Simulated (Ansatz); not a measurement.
**SnO₂: geometry relaxation (part 2 of 3)**

Continued. System: SnO₂ (slab, 24 atoms in the cell). Method: DFT PBEsol, scalar-relativistic, plane waves, PAW, no spin polarisation (Ansatz 0.2.0); cutoff 420 eV, 8×4×1 k-mesh, Gaussian smearing of 0.05 eV. The structure derives from an entry of the Crystallography Open Database. It belongs to a series of runs on one base structure; here: (1 1 0) slab, atoms relaxed.

Geometry of the input (Å; fractional positions):
```
3.2121  0.0000  0.0000
0.0000  6.7443  0.0000
0.0000  0.0000  27.1821
Sn 0.0000  0.5000  0.2759
Sn 0.5000  0.0000  0.2759
O  0.5000  0.3063  0.2759
O  0.5000  0.6937  0.2759
O  0.0000  0.0000  0.3240
O  0.0000  0.5000  0.3519
Sn 0.0000  0.0000  0.4000
Sn 0.5000  0.5000  0.4000
O  0.5000  0.8063  0.4000
O  0.5000  0.1937  0.4000
O  0.0000  0.5000  0.4480
O  0.0000  0.0000  0.4760
Sn 0.0000  0.5000  0.5240
Sn 0.5000  0.0000  0.5240
O  0.5000  0.3063  0.5240
O  0.5000  0.6937  0.5240
O  0.0000  0.0000  0.5721
O  0.0000  0.5000  0.6000
Sn 0.0000  0.0000  0.6481
Sn 0.5000  0.5000  0.6481
O  0.5000  0.8063  0.6481
O  0.5000  0.1937  0.6481
O  0.0000  0.5000  0.6962
O  0.0000  0.0000  0.7241
```

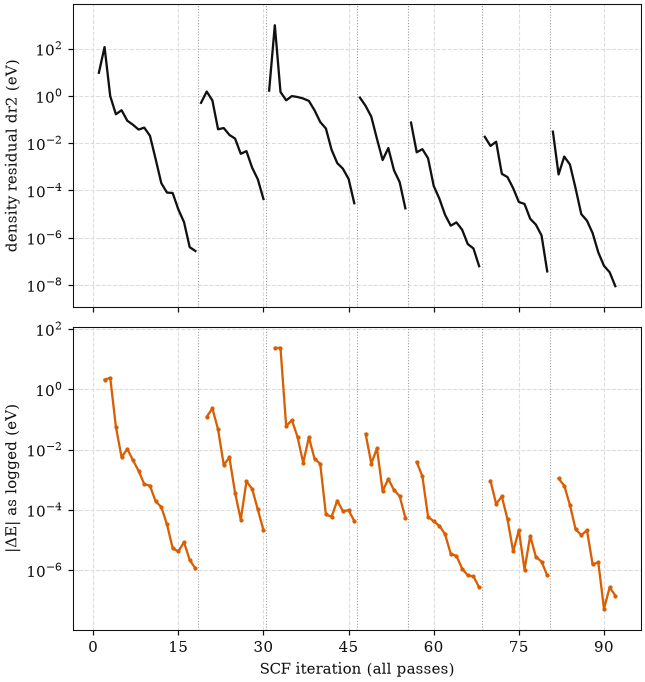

Convergence of the self-consistent field: density residual dr2 and size of the energy change against the SCF iteration. The dotted lines part the SCF passes of the relaxation: geometry steps, rejected trials and re-solves on a re-selected basis. The 7 passes take 9 to 18 iterations each, 92 in all.

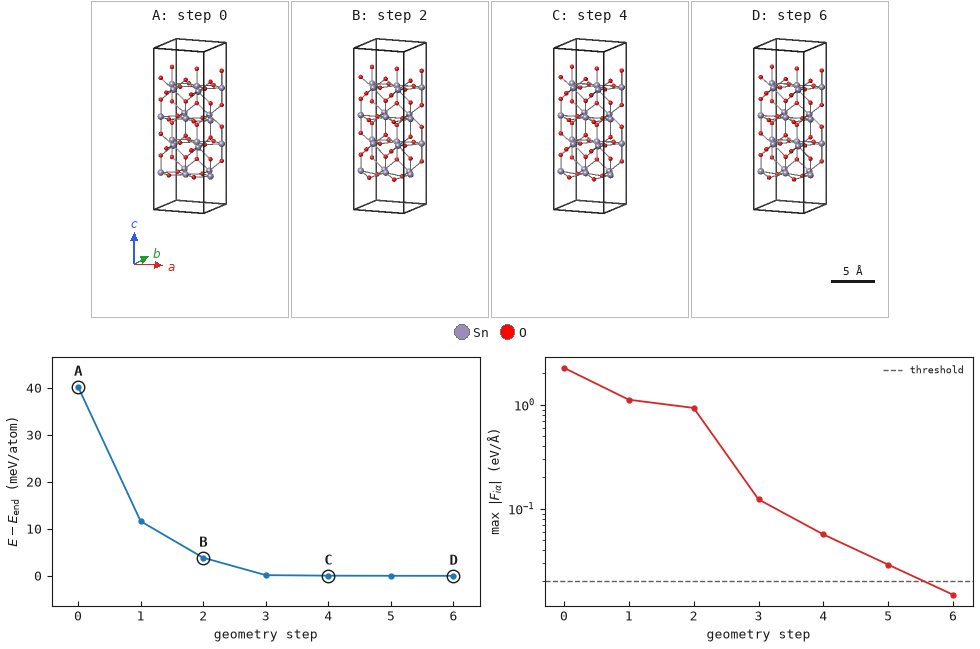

Frames of the relaxation (ball-and-stick view of the 2 × 1 repeat of the cell, with the vacuum cut short (origin shifted), seen slightly off an axis) above the curves, on which the letters mark them (the first geometry is step 0 here and step 1 in the log).

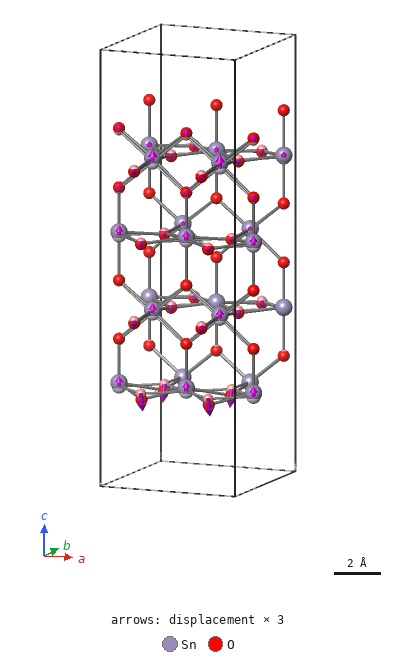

Start (faint) and end (solid) with the displacements as pink arrows, magnified 3 times (ball-and-stick view of the 2 × 1 repeat of the cell, with the vacuum cut short (origin shifted), seen slightly off an axis). The largest moves, 0.28 Å, are those of O3 and O4. Largest moves by element: O 0.28 Å, Sn 0.20 Å. The lattice vectors keep their values. Among the contacts that change: Sn1–O6 2.066 → 1.968 Å, O11–Sn13 2.066 → 2.156 Å, O17–Sn19 2.066 → 2.146 Å, Sn13–O18 2.066 → 1.989 Å. Among the angles that change: O3–Sn1–O4 180.0° → 156.2°, O21–Sn20–O22 180.0° → 164.7°, O9–Sn8–O10 180.0° → 166.1°. Over 6 geometry steps the energy falls by 40.2 meV per atom. The largest force component goes from 2.3 to 0.015 eV/Å. (Atoms are counted from 1 in the order of the input.)

```
WARN: The output density's exchange-correlation potential varies sharply where the density is thin. Do not read a vacuum level from v_tot or v_xc, or from such a field of the output density. On a cell that repeats whose density bears no net charge and no dipole along the vacuum's axis use v_es (v_loc + v_h of the components); under efield.dipole_correction with no amplitude use v_es + v_field, which holds any external_charges[].barrier, or the levels of the report's work_function block, which leave it out; under a non-zero efield.amplitude the vacuum is tilted and has no level; on a cell that repeats and bears such a dipole with no correction it is tilted too, and efield.dipole_correction with no amplitude gives each side of its ramp a level where efield: is served; in a cell that repeats whose density bears a net charge (total_charge, or a fill off its count) it is curved and has none; of a slab under crystal.periodic whose density bears no net charge use v_es, which has a level on each side, short of where the two are joined; of another it falls or rises all the way out and has none; of a slab beside external_charges read slab_vacuum_level instead, which it has where they leave it neutral. The grid or the basis barely resolves most such structure, and the values can differ between equally converged runs; as a rule a tighter scf.convergence.dr2_threshold does not remove it. Where the density itself ripples (under the LDA too) a higher basis.ecutwfc lessens it. The files hold the spikes' plane waves up to the density's cutoff. Files: v_tot_of_output_density and the like, and their columns of v_z.tsv (output.write_potential); v_xc_of_output_density and the like, and their columns of v_comp_z.tsv (output.write_potential_components). Measured: with its Gaussian average of σ = 0.25 Å subtracted twice, the exchange-correlation potential is over 0.1 eV at 501 of the grid points where the equally averaged density (valence and model cores) is under 1e-3 e/Å³, and 0.368 eV at the most among them, at an averaged density of 1.2e-7 e/Å³. The input density's (outcome.potential() and, of a run that writes arrays, v_tot and v_xc) is over 0.1 eV, so measured, at 445 points of its own thin density, 0.333 eV at the most. See output.write_potential in the manual, Limitations
SCF converged after 12 iterations
Free energy (F): -56564.343521 eV
Harris-Foulkes:  -56564.343521 eV  (|F-HF|=1.03e-7)
Internal energy: -56564.317005 eV  (E = F + TS)
E sigma→0 (E₀):  -56564.330263 eV
Entropy (-TS):   -0.026516 eV (-1.105 meV/atom)
Fermi energy:    1.354642 eV
Dipole field:    D = -0.185389 V/Å  (p = -0.603294 e·Å, saw-weighted, corrected)
Work function:   Φ+ = 9.4035 eV   Φ− = 4.3642 eV
Levels:          The Fermi level and band energies are counted from a zero that moves with the ramp; work functions are not
--- Per-component energies (eV) ---
  E_band       = -2292.936394
  E_kinetic    = 4300.917978
  E_local      = -219251.674988  (includes V_loc(G=0)·N_el)
  E_nonlocal   = 553.185912
  E_hartree    = 108949.250314
  E_xc         = -4172.478670
  E_vxc        = -2242.157051  (∫ρ·V_xc dr)
  E_paw        = -35035.631929  (= ΣΔE_a)
  E_vpaw       = -3528.202030  (= ΣTr[D̂ρ^β])
  E_aug_tail   = 0.038771  (compensation charges beyond the density's cutoff)
  E_efield     = 0.055922  (sawtooth field / dipole correction)
  E_vefield    = -23.528533  (∫n·V_field dr)
  E_ewald      = 88089.176361
  E_core_change = 2.843325  (= ΣΔE_core)
  E_smearing   = -0.026516  (= −TS)
  E_closure    = -0.000000  (closes the sum)
  Σ components = -56564.343521   (vs F -56564.343521, Δ=0.00e0)
--- Forces (eV/Å), atoms counted from 1 ---
  atom   1  Sn     0.00000000    -0.00000000    -0.01456371
  atom   2  Sn     0.00000000     0.00000000     0.00343665
  atom   3  O      0.00000000    -0.00806966     0.00230147
  atom   4  O      0.00000000     0.00806966     0.00230147
  atom   5  O      0.00000000     0.00000000     0.01196011
  atom   6  O      0.00000000     0.00000000     0.01490281
  atom   7  Sn     0.00000000    -0.00000000    -0.00853699
  atom   8  Sn     0.00000000    -0.00000000    -0.00714490
  atom   9  O      0.00000000    -0.00045828    -0.00397769
  atom  10  O      0.00000000     0.00045828    -0.00397769
  atom  11  O      0.00000000    -0.00000000    -0.00775224
  atom  12  O      0.00000000    -0.00000000    -0.00509703
  atom  13  Sn     0.00000000     0.00000000     0.01244484
  atom  14  Sn     0.00000000     0.00000000     0.00836062
  atom  15  O      0.00000000     0.00000404     0.00123014
  atom  16  O      0.00000000    -0.00000404     0.00123014
  atom  17  O      0.00000000    -0.00000000    -0.00887310
  atom  18  O      0.00000000    -0.00000000    -0.00324524
  atom  19  Sn     0.00000000     0.00000000     0.00048573
  atom  20  Sn     0.00000000     0.00000000     0.00159804
  atom  21  O      0.00000000     0.00166842     0.00040711
  atom  22  O      0.00000000    -0.00166842     0.00040711
  atom  23  O      0.00000000     0.00000000     0.00028145
  atom  24  O      0.00000000     0.00000000     0.00187376
  max |Σ_I F_I| component: 5.29e-5 eV/Å
--- Band table (eV; the first three rows and the last of 15) ---
  k-point 0: bands = ["-21.5986", "-20.9576", "-20.8750", "-20.8700", "-20.8189", "-20.7426", "-20.6175", "-20.4144", "-20.0805", "-20.0513", "-20.0354", "-20.0284", "-19.9804", "-19.9512", "-19.9386", "-19.9328", "-19.9046", "-19.9004", "-19.7935", "-19.7649", "-19.7104", "-19.5787", "-19.1337", "-19.1292", "-19.1097", "-19.0677", "-19.0596", "-18.9848", "-18.9133", "-18.8952", "-18.8573", "-18.7859", "-18.6222", "-18.3030", "-18.2795", "-18.1369", "-18.0915", "-18.0733", "-18.0561", "-18.0179", "-17.9771", "-17.8743", "-17.5835", "-17.3043", "-17.2582", "-16.9274", "-16.7330", "-16.5533", "-16.0675", "-16.0608", "-15.7007", "-15.3809", "-15.3570", "-14.5313", "-14.3762", "-13.4837", "-8.0888", "-7.0576", "-6.1897", "-5.6778", "-4.8955", "-4.5537", "-4.0128", "-3.9895", "-3.9382", "-3.6308", "-3.5398", "-3.4847", "-3.1483", "-3.0280", "-2.7702", "-2.5705", "-2.5587", "-2.3457", "-2.2479", "-2.2014", "-2.1869", "-2.1635", "-1.9251", "-1.7404", "-1.6805", "-1.5956", "-1.4304", "-1.3292", "-1.2894", "-1.2608", "-1.2412", "-1.1570", "-0.6169", "-0.6099", "-0.5218", "-0.4091", "-0.4028", "-0.3192", "-0.2979", "-0.1516", "0.3006", "0.4293", "0.5834", "0.5931", "0.7258", "0.7500", "1.3665", "1.3807", "1.5089", "2.1806", "2.5742", "3.7825", "4.4260", "4.9011", "5.0418", "5.2269", "5.4981", "5.9986", "6.2305", "6.6684", "6.9501", "7.1648", "7.4986", "7.5988", "8.0529", "8.2673", "8.4987", "8.5252", "9.0268", "9.2336", "9.4567", "9.8813"]
  k-point 1: bands = ["-21.5813", "-20.9537", "-20.8822", "-20.8743", "-20.7730", "-20.7427", "-20.6200", "-20.4438", "-20.0780", "-20.0513", "-20.0470", "-20.0284", "-19.9666", "-19.9521", "-19.9395", "-19.9256", "-19.8968", "-19.8670", "-19.8010", "-19.7679", "-19.7104", "-19.6238", "-19.1431", "-19.1292", "-19.1065", "-19.0620", "-19.0135", "-18.9784", "-18.9168", "-18.9014", "-18.8571", "-18.7392", "-18.6714", "-18.3028", "-18.2773", "-18.1377", "-18.0928", "-18.0731", "-18.0563", "-18.0323", "-17.9796", "-17.8769", "-17.8402", "-17.3895", "-17.2012", "-16.9476", "-16.6753", "-16.4718", "-16.1511", "-16.0458", "-15.6581", "-15.4489", "-15.1451", "-14.5430", "-14.2025", "-13.5433", "-7.8564", "-6.8496", "-6.2550", "-5.9695", "-5.2430", "-4.7898", "-4.5955", "-4.0822", "-3.9495", "-3.6581", "-3.3931", "-3.3028", "-3.0178", "-2.9677", "-2.9119", "-2.4809", "-2.4344", "-2.4005", "-2.3232", "-2.1378", "-2.0894", "-2.0431", "-1.8796", "-1.8358", "-1.6181", "-1.5276", "-1.5045", "-1.4071", "-1.3217", "-1.2110", "-1.1717", "-0.9002", "-0.7814", "-0.5719", "-0.4936", "-0.4276", "-0.3844", "-0.3280", "-0.1029", "-0.0912", "0.3154", "0.3823", "0.4187", "0.7226", "0.7533", "0.9112", "1.2472", "1.3540", "1.5088", "1.9876", "2.8190", "4.0944", "4.3932", "4.9039", "5.1933", "5.4271", "5.6166", "5.7783", "6.2893", "6.6315", "6.7756", "7.1210", "7.4868", "7.6103", "7.6252", "8.2184", "8.4801", "8.5297", "8.5725", "9.3688", "9.6693", "10.0941"]
  k-point 2: bands = ["-21.5632", "-20.9503", "-20.8953", "-20.8736", "-20.7427", "-20.6975", "-20.6414", "-20.4839", "-20.0753", "-20.0606", "-20.0513", "-20.0284", "-19.9585", "-19.9531", "-19.9404", "-19.9174", "-19.8917", "-19.8095", "-19.7715", "-19.7704", "-19.7211", "-19.7104", "-19.1537", "-19.1291", "-19.1049", "-19.0558", "-18.9718", "-18.9415", "-18.9181", "-18.9081", "-18.8569", "-18.7467", "-18.6656", "-18.3024", "-18.2750", "-18.1871", "-18.1388", "-18.0944", "-18.0729", "-18.0565", "-17.9828", "-17.8795", "-17.8393", "-17.5815", "-17.1110", "-16.9887", "-16.5999", "-16.5709", "-16.0903", "-15.9788", "-15.6520", "-15.5209", "-14.9057", "-14.6243", "-13.9740", "-13.6554", "-7.3131", "-7.0180", "-6.2272", "-6.1968", "-5.5629", "-5.3591", "-4.4772", "-4.3462", "-3.8741", "-3.8115", "-3.2835", "-3.2023", "-3.1414", "-2.8885", "-2.7107", "-2.5774", "-2.5243", "-2.4063", "-2.2128", "-2.1163", "-1.9704", "-1.9648", "-1.9003", "-1.7875", "-1.6664", "-1.6342", "-1.4235", "-1.3472", "-1.3338", "-1.1742", "-1.0293", "-0.9405", "-0.8938", "-0.6900", "-0.5540", "-0.4369", "-0.3888", "-0.2984", "-0.0076", "0.3238", "0.3489", "0.4444", "0.6509", "0.7572", "0.8069", "0.8369", "1.2419", "1.3150", "1.3323", "1.5087", "3.6182", "3.8247", "4.7148", "4.8581", "5.1291", "5.5461", "5.9334", "5.9769", "6.1177", "6.4469", "6.5430", "6.7564", "7.5994", "7.6530", "7.7633", "7.9717", "8.3081", "8.4677", "8.5498", "8.9063", "9.9657", "10.3320"]
  k-point 14: bands = ["-21.6225", "-21.2682", "-20.9507", "-20.8481", "-20.8070", "-20.7451", "-20.6638", "-20.6471", "-20.1887", "-20.1547", "-20.0283", "-20.0114", "-19.9782", "-19.9382", "-19.9156", "-19.8939", "-19.8797", "-19.8131", "-19.8073", "-19.7875", "-19.7480", "-19.7001", "-19.3848", "-19.1763", "-19.1197", "-19.0109", "-18.9982", "-18.9402", "-18.9041", "-18.8945", "-18.8483", "-18.7443", "-18.5332", "-18.1776", "-18.1495", "-18.1032", "-18.0720", "-18.0344", "-17.9669", "-17.9625", "-17.8379", "-17.3395", "-17.2396", "-16.5415", "-16.3845", "-16.2806", "-16.1323", "-15.6836", "-15.5597", "-15.3526", "-15.2292", "-14.6049", "-14.4785", "-13.8679", "-13.7542", "-13.2972", "-7.9380", "-7.1804", "-7.0266", "-6.6481", "-6.4139", "-6.0687", "-5.7728", "-5.5766", "-5.3097", "-5.1380", "-5.0085", "-4.9504", "-4.7153", "-4.1898", "-4.1719", "-3.9435", "-3.8550", "-3.5451", "-3.3439", "-3.1865", "-2.8777", "-2.5747", "-2.5653", "-2.4319", "-2.4223", "-1.7760", "-1.7416", "-1.6472", "-1.3559", "-1.2933", "-1.1355", "-1.0842", "-1.0289", "-0.9157", "-0.5507", "-0.4098", "-0.4072", "-0.1751", "-0.1357", "-0.0196", "0.0458", "0.5466", "0.7118", "0.7937", "0.9203", "0.9240", "1.0788", "1.2578", "2.3521", "3.3857", "3.9218", "5.7514", "5.8334", "5.9583", "6.6475", "6.7261", "6.8232", "7.3398", "7.6459", "7.6621", "7.8347", "8.2171", "8.6512", "8.9843", "9.1032", "9.3522", "9.4109", "9.5284", "9.5638", "9.8329", "10.0620", "10.4283"]
--- Relaxed structure (7 steps of the walk, 7 accepted, 0 SCFs on fresh bases) ---
  F+E_penalty+E_count = -56564.34352138 eV   max|allowed force component| = 1.490e-2 eV/Å
  atoms:
    - { symbol: Sn, position: [-1.3910530145550315e-32, 0.5, 0.28157343935987805] }
    - { symbol: Sn, position: [0.5000000000000001, -3.1297703148396e-19, 0.27436122531747625] }
    - { symbol: O, position: [0.5000000000000001, 0.31561369206017154, 0.2658262249107072] }
    - { symbol: O, position: [0.5000000000000001, 0.6843863079398287, 0.2658262249107072] }
    - { symbol: O, position: [-1.3910530145550315e-32, -3.8837733720213736e-19, 0.3220902216611806] }
    - { symbol: O, position: [-1.3910530145550315e-32, 0.5, 0.3539706486075751] }
    - { symbol: Sn, position: [-1.3910530145550315e-32, 4.008956829256158e-19, 0.40161029155301997] }
    - { symbol: Sn, position: [0.5000000000000001, 0.5, 0.4054603659849826] }
    - { symbol: O, position: [0.5000000000000001, 0.8049929152980061, 0.39625389484806206] }
    - { symbol: O, position: [0.5000000000000001, 0.1950070847019938, 0.39625389484806206] }
    - { symbol: O, position: [-1.3910530145550315e-32, 0.5, 0.45005742350498085] }
    - { symbol: O, position: [-1.3910530145550315e-32, -5.738677180737904e-20, 0.47555419907695357] }
    - { symbol: Sn, position: [-1.3910530145550315e-32, 0.5, 0.5293836794016601] }
    - { symbol: Sn, position: [0.5000000000000001, 5.675940379193262e-19, 0.5264136684482035] }
    - { symbol: O, position: [0.5000000000000001, 0.30630412337903, 0.5214966029228453] }
    - { symbol: O, position: [0.5000000000000001, 0.6936958766209701, 0.5214966029228453] }
    - { symbol: O, position: [-1.3910530145550315e-32, 7.859215645740962e-20, 0.5722940018428023] }
    - { symbol: O, position: [-1.3910530145550315e-32, 0.5, 0.6025409026051722] }
    - { symbol: Sn, position: [-1.3910530145550315e-32, 7.44011594877377e-19, 0.6512604869780906] }
    - { symbol: Sn, position: [0.5000000000000001, 0.5, 0.6552873686733152] }
    - { symbol: O, position: [0.5000000000000001, 0.8057323669248218, 0.6451146045806377] }
    - { symbol: O, position: [0.5000000000000001, 0.19426763307517828, 0.6451146045806377] }
    - { symbol: O, position: [-1.3910530145550315e-32, 0.5, 0.6998276962609538] }
    - { symbol: O, position: [-1.3910530145550315e-32, 2.9761835923677016e-19, 0.725257535399252] }
```
